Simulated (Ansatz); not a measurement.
# Geometry relaxation, with input and output: K

K (Fm-3m, 1 atom in the cell), computed with DFT, LDA, PAW with Ansatz's default frozen-core files, scalar-relativistic, no spin polarisation (Ansatz 0.2.0).

The structure was built on a prototype by a generator; it need not be a known phase. It belongs to a series of runs on one base structure; here: cell relaxed at zero pressure. Figures and captions count atoms from 1; the log counts them from 0 in places.

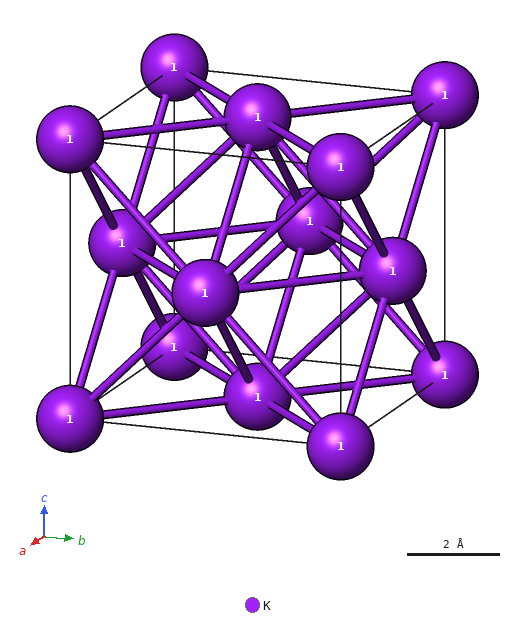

*The input geometry (ball-and-stick view of the cell 4 times as large as that of the calculation, set on its symmetry axes, seen slightly off an axis; atoms are numbered from 1 in the order of the input). An atom can appear more than once, as a periodic image.*

Near neighbours in the periodic cell (some may lie outside the picture): K has 12 K at 4.50 Å.

Input file
```yaml
crystal:
  lattice:
    - [0.0, 3.1802824005, 3.1802824005]
    - [3.1802824005, 0.0, 3.1802824005]
    - [3.1802824005, 3.1802824005, 0.0]
  atoms:
    - { symbol: K, position: [0.0, 0.0, 0.0] }
kpoints:
  mp_grid: { grid: [12, 12, 12] }
scf:
  occupations: { method: fermi_dirac, width: 0.08 }
hamiltonian:
  xc: lda
  pseudopotentials: { kind: paw }
output:
  forces: true
  stress: true
relax:
  f_tol: 0.005
  max_steps: 40
  cell: {}
```

Run as:
```bash
ansatz run input.yaml --threads 1 --pin off --max-ram 2048MiB --backend cpu --events-out ev --progress --plain --runs-dir out
```

What the program printed
```
Engine: ansatz 0.2.0, aarch64-unknown-linux-gnu
Pseudopotentials: kind: paw
Pseudopotential: K, paw, valence charge 9, recommended cutoff 420 eV (normal), K.paw.azcp
Functional definition: SPW92
  exchange = slater_x
  correlation = pw_c
Crystal: 1 atoms, lattice volume = 64.332 Å³
Basis set: ecut = 420 eV, 1243 PW (Γ)
Bands: 9, of which v1, the nominal top of the filled ones, is band 5 counted from 1 (4 counted from 0)
Symmetry: 48 space group operations
Space group: Fm-3m (ITA 225), of the structure as read, at distance tolerance 4.0e-5 Å
k-points: 72 of 1728
Non-local potential: K, projectors of the file, l = 0: 3, l = 1: 2, l = 2: 2
PAW form: soft (Blöchl's): semilocal exchange-correlation on the pseudo side does not see the compensation charge
PAW frozen core: K, regenerated for the run's functional, and the local potential with it (the file was generated under x = pbe(κ = 0.804, μ = 0.2195149727645171), c = pbe(β = 0.06672455060314922))
PAW one-centre angular grid: K, 110 points (default); XC on 64 Gauss nodes
Initial density: superposition of atomic densities (neutral atoms: chi_scale 0, normalization atom), corrected by the library's trained network
Initial wavefunctions: pseudopotential atomic-orbital guess
Functional: x = slater, c = lda
SCF iter   1: F=—  HF=-1496.260063 eV  |F-HF|=—  |Δ(HF+E_count)|=         —  Δρ=3.42e-3  dr2=2.44e-3  ethr=1.77e-3  ⟨swp⟩=5.0  Hψ=4713  notcnv=0
preconditioner: auto → none  [metal: Δε(μ)=0.092 eV  Ē_g=4.191 eV  σ=0.080 eV  W_gap=0.26  n_scr=8 (ndim 8)  ℏωp=4.6 eV  f_vac=0.000  D(μ)=0.70/eV (n_scr^D=0)  sad-step TF]
SCF iter   2: F=—  HF=-1496.259474 eV  |F-HF|=—  |Δ(HF+E_count)|=   5.89e-4  Δρ=1.86e-3  dr2=7.50e-4  ethr=2.71e-5  ⟨swp⟩=1.2  Hψ=1270  notcnv=0
SCF iter   3: F=—  HF=-1496.259519 eV  |F-HF|=—  |Δ(HF+E_count)|=   4.49e-5  Δρ=3.29e-4  dr2=6.85e-5  ethr=8.33e-6  ⟨swp⟩=1.0  Hψ=663  notcnv=0
SCF iter   4: F=—  HF=-1496.259497 eV  |F-HF|=—  |Δ(HF+E_count)|=   2.23e-5  Δρ=9.54e-5  dr2=4.01e-6  ethr=7.62e-7  ⟨swp⟩=2.6  Hψ=1034  notcnv=0
SCF iter   5: F=—  HF=-1496.259498 eV  |F-HF|=—  |Δ(HF+E_count)|=   1.38e-6  Δρ=3.74e-5  dr2=7.33e-7  ethr=4.45e-8  ⟨swp⟩=2.0  Hψ=977  notcnv=0
SCF iter   6: F=-1496.259498 eV  HF=-1496.259498 eV  |F-HF|=2.73e-8  |Δ(HF+E_count)|=   3.50e-7  Δρ=7.58e-6  dr2=3.04e-8  ethr=1.11e-9  ⟨swp⟩=2.5  Hψ=2213  notcnv=0
SCF 1 converged in 6 iterations: F = -1496.259498 eV  dr2 = 3.04e-8
  greatest PAW one-centre occupation: 0.986 electrons in one spin orbital (limit 2), on the K atom at site 0 (counted from 0), in its partial waves of l = 0
relax step   1: F+E_penalty+E_count = -1496.25949772 eV  Δ(F+E_penalty+E_count) = +0.000e0 eV  max|allowed force component| = 0.000e0 eV/Å  Δτ_max = 0.0000 Å  P = +0.004 GPa  Ω = 64.332 Å³  (6 SCF iters, dr2 threshold 1.00e-7 eV, accepted)
Initial density: handed on by an earlier stage of this run
Initial wavefunctions: pseudopotential atomic-orbital guess (no wavefunctions were taken with the density)
iter 1 solved again at ethr=1.50e-7 eV; its pass at ethr=3.10e-3 eV (dr2=1.35e-5 eV) is discarded
SCF iter   1: F=—  HF=-1496.259498 eV  |F-HF|=—  |Δ(HF+E_count)|=         —  Δρ=7.48e-6  dr2=2.91e-8  ethr=1.50e-7  ⟨swp⟩=3.5  Hψ=6759  notcnv=0
preconditioner: auto → none  [metal: Δε(μ)=0.094 eV  Ē_g=4.180 eV  σ=0.080 eV  W_gap=0.27  n_scr=8 (ndim 8)  ℏωp=4.6 eV  f_vac=0.000  D(μ)=0.70/eV (n_scr^D=0)]
SCF iter   2: F=—  HF=-1496.259498 eV  |F-HF|=—  |Δ(HF+E_count)|=   6.00e-7  Δρ=9.48e-7  dr2=4.58e-10  ethr=3.23e-10  ⟨swp⟩=2.0  Hψ=952  notcnv=0
SCF iter   3: F=-1496.259498 eV  HF=-1496.259498 eV  |F-HF|=5.46e-12  |Δ(HF+E_count)|=  2.48e-10  Δρ=1.40e-7  dr2=7.06e-12  ethr=1.00e-12  ⟨swp⟩=5.3  Hψ=2321  notcnv=0
SCF 2 converged in 3 iterations: F = -1496.259498 eV  dr2 = 7.06e-12
relax step   2: F+E_penalty+E_count = -1496.25949774 eV  Δ(F+E_penalty+E_count) = -1.189e-8 eV  max|allowed force component| = 0.000e0 eV/Å  Δτ_max = 0.0000 Å  P = +0.004 GPa  Ω = 64.332 Å³  stress off target by 3.94e-3 GPa  SCF on the basis re-selected at this cell (its energy is not comparable with the rows above)  (3 SCF iters)
basis re-selected at this cell: Δ(F+E_penalty+E_count) = -1.189e-8 eV, ΔP = -0.000 GPa vs the last step (what re-selecting the basis moved, of the pressure what is left beyond the Pulay correction that the steps carried, after the strain that the cell walked since its last selection, with what the two solves' SCF thresholds leave and, on support functions, any second-order correction that the steps lacked; it is no measure of the basis error at this ecutwfc). This SCF's stress stands 3.94e-3 GPa from its target on what of the cell is left free (relax.cell.stress_tol is 5.00e-2 GPa) and its largest allowed force component is 0.00e0 eV/Å (relax.f_tol is 5.00e-3 eV/Å): within both
SCF converged after 3 iterations
Free energy (F): -1496.259498 eV
Harris-Foulkes:  -1496.259498 eV  (|F-HF|=5.46e-12)
Internal energy: -1496.244550 eV  (E = F + TS)
E sigma→0 (E₀):  -1496.252024 eV
Entropy (-TS):   -0.014947 eV (-14.947 meV/atom)
Fermi energy:    2.128321 eV
--- Per-component energies (eV) ---
  E_band       = -138.005260
  E_kinetic    = 251.929369
  E_local      = -725.717956  (includes V_loc(G=0)·N_el)
  E_nonlocal   = 15.795169
  E_hartree    = 256.063496
  E_xc         = -131.453987
  E_vxc        = -161.539951  (∫ρ·V_xc dr)
  E_paw        = -742.742620  (= ΣΔE_a)
  E_vpaw       = -30.598898  (= ΣTr[D̂ρ^β])
  E_aug_tail   = -0.000003  (compensation charges beyond the density's cutoff)
  E_ewald      = -420.375519
  E_core_change = 0.257500  (= ΣΔE_core)
  E_smearing   = -0.014947  (= −TS)
  E_closure    = 0.000000  (closes the sum)
  Σ components = -1496.259498   (vs F -1496.259498, Δ=0.00e0)
--- Forces (eV/Å), atoms counted from 1 ---
  atom   1  K     -0.00000000     0.00000000    -0.00000000
  max |Σ_I F_I| component: 7.89e-31 eV/Å
--- Stress (GPa, compression-positive) ---
        0.003944      -0.000000       0.000000
       -0.000000       0.003944       0.000000
       -0.000000      -0.000000       0.003944
  P = ⅓ Tr σ = 0.0039 GPa (0.039 kbar)
--- Relaxed structure (1 steps of the walk, 1 accepted, 1 SCFs on fresh bases) ---
  F+E_penalty+E_count = -1496.25949774 eV   max|allowed force component| = 0.000e0 eV/Å   (the final SCF, on the basis selected at the relaxed cell)
  cell:  # Å, volume = 64.3320 Å³
    - [0.0, 3.1802824005, 3.1802824005]
    - [3.1802824005, 0.0, 3.1802824005]
    - [3.1802824005, 3.1802824005, 0.0]
  atoms:
    - { symbol: K, position: [0.0, 0.0, 0.0] }
```

Trajectory as extended XYZ (Å, eV, eV/Å), 2 frames, from step=1 to step=2
```
1
Lattice="0.0000 3.1803 3.1803 3.1803 0.0000 3.1803 3.1803 3.1803 0.0000" Properties=species:S:1:pos:R:3:forces:R:3 step=1 energy=-1496.25950 pressure_GPa=0.00
K     0.0000    0.0000    0.0000    0.0000   0.0000   0.0000
1
Lattice="0.0000 3.1803 3.1803 3.1803 0.0000 3.1803 3.1803 3.1803 0.0000" Properties=species:S:1:pos:R:3:forces:R:3 step=2 energy=-1496.25950 pressure_GPa=0.00
K     0.0000    0.0000    0.0000    0.0000   0.0000   0.0000
```

Summary

```csv
quantity,value
outcome,converged
space group (tolerance 0.01 Å),Fm-3m (225)
electrons treated,9
free energy,−1496.2595 eV
Fermi energy,2.128 eV
pressure,0.00 GPa
final volume,64.33 Å³
largest force (length of the vector) at the end,under 0.001 eV/Å
final cell,"a = 4.498 Å, b = 4.498 Å, c = 4.498 Å, α = 60.00°, β = 60.00°, γ = 60.00°"
hardware,"1 thread of Arm Neoverse V1, 24 GiB of memory available, shared host"
wall time,4.4 s
peak memory,0.31 GiB
```
